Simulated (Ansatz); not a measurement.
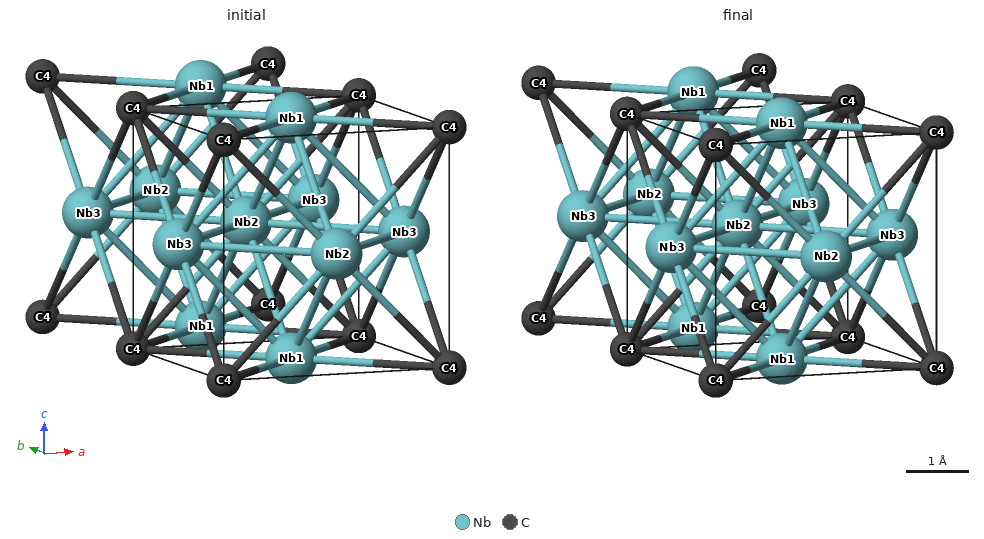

The structure of solid Nb3C (a generated structure, set up in Pm-3m) (coarse preliminary run) before (left) and after (right) a relaxation, at one scale.

Style: ball-and-stick. Shown: the cell of the calculation, repeated 1 × 2 × 1 with one cell outlined, slightly off an axis.

Level of theory: DFT PBE, scalar-relativistic, plane waves, PAW (Ansatz 0.2.0). Settings: plane-wave cutoff 420 eV; k-point mesh 4 × 4 × 4; occupations gaussian; smearing width 0.1 eV; no spin polarisation; cell and atoms relaxed; force threshold 0.04 eV/Å; at most 70 steps.

What changed between the two?

After 2 accepted moves (4 points after the start) the energy has fallen by 33.3 meV per atom. All forces vanish by symmetry, so only the cell relaxes. The pressure goes from −10.45 to 0.13 GPa. The line search rejected the trial step at point 1 of the run. The SCF was repeated once at an unchanged geometry on a basis and grid sized afresh for the cell, which shifted the energy by 0.5 meV per atom at most. No atom moves by more than 0.005 Å relative to the cell. The drawn cell changes as follows: a = b = c 3.969 → 3.884 Å (−2.1 %); the volume changes by −6.2 %. Some distances before and after: Nb1–Nb2 2.806 → 2.747 Å, Nb1–C4 2.806 → 2.747 Å. The space group stays Pm-3m (No. 221).

Limits of the set-up: the k-point mesh is coarse for a cell with partly filled bands.
